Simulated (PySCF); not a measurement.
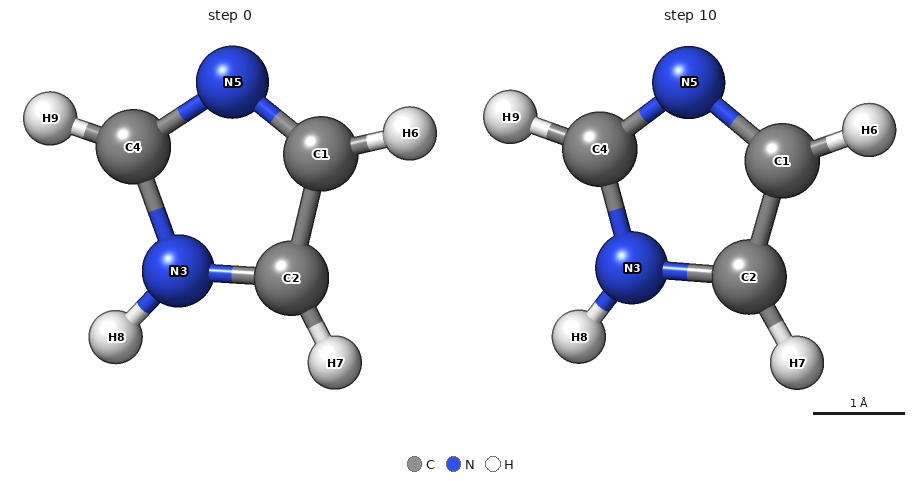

The structure of C3H4N2 before (left) and after (right) a relaxation, at one scale.

A ball-and-stick model, seen at a tilt.

The start comes from MMFF94s. Its atoms were then displaced at random by about 0.03 Å.

These are results of PBE0-D3(BJ)/def2-SVP geometry optimisation, gas phase (PySCF), not measurements. 

Summarise the run.

The atom that moves furthest after the best rigid fit is C4 (0.089 Å). Largest moves by element: C 0.089 Å, N 0.082 Å, H 0.054 Å. Among the contacts that change: C4–H9 0.990 → 1.090 Å, N3–C4 1.459 → 1.360 Å, C4–N5 1.393 → 1.309 Å, C1–N5 1.283 → 1.367 Å. Bond angles that change, for instance: C4–N3–H8 115.3° → 126.5°, C2–C1–H6 118.8° → 127.7°, N3–C4–N5 102.8° → 111.6°. Over 10 geometry steps the energy falls by 25.6 kcal/mol. The run took 18 s on 1 thread of Intel(R) Xeon(R) 6975P-C, with other jobs on the host.
